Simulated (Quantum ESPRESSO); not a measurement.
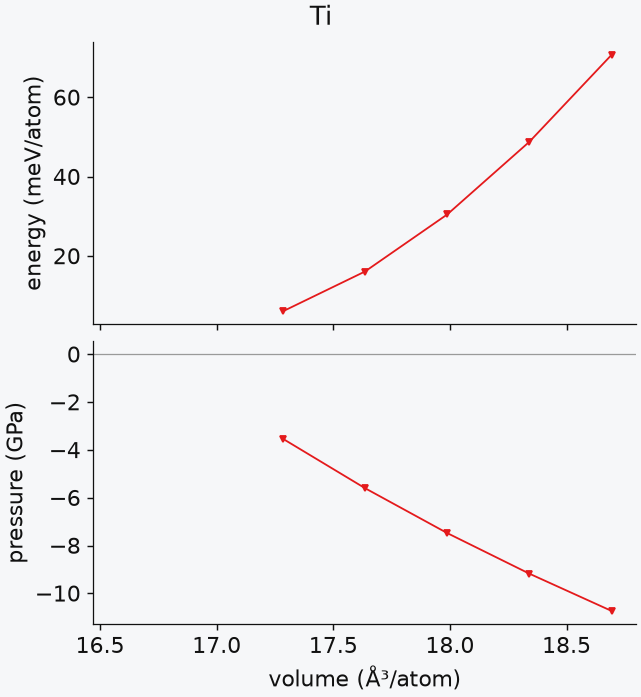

The plot gives the computed energy and pressure against volume for Ti, space group P6_3/mmc (No. 194).

Cell as given: a = 2.950 Å, b = 2.950 Å, c = 4.680 Å, α = 90.00°, β = 90.00°, γ = 120.00°; 2 atoms.

How it was computed, with Quantum ESPRESSO 7.5: plane-wave DFT, no spin polarisation; energies at scaled volumes of the given cell, shape and fractions fixed, counted from the fit's minimum, third-order Birch-Murnaghan fit. Level: PBEsol.

- k mesh: 10×10×6
- occupations: Fermi–Dirac
- smearing width: 0.05 eV
- potentials: PseudoDojo 0.4.1 SR PBEsol standard
- wave cutoff: 1143 eV
- density cutoff: 4572 eV

The points at volume 16.58 Å³/atom and 16.93 Å³/atom are left out of the plot. What values does the calculation give there?

```
volume (Å³/atom)  energy (meV/atom)  pressure (GPa)
           16.58               0.65            1.21
           16.93               0.73           -1.27
```

Keep in mind: shape and atomic fractions are frozen while scaling, which makes layered, chain and framework solids too stiff.
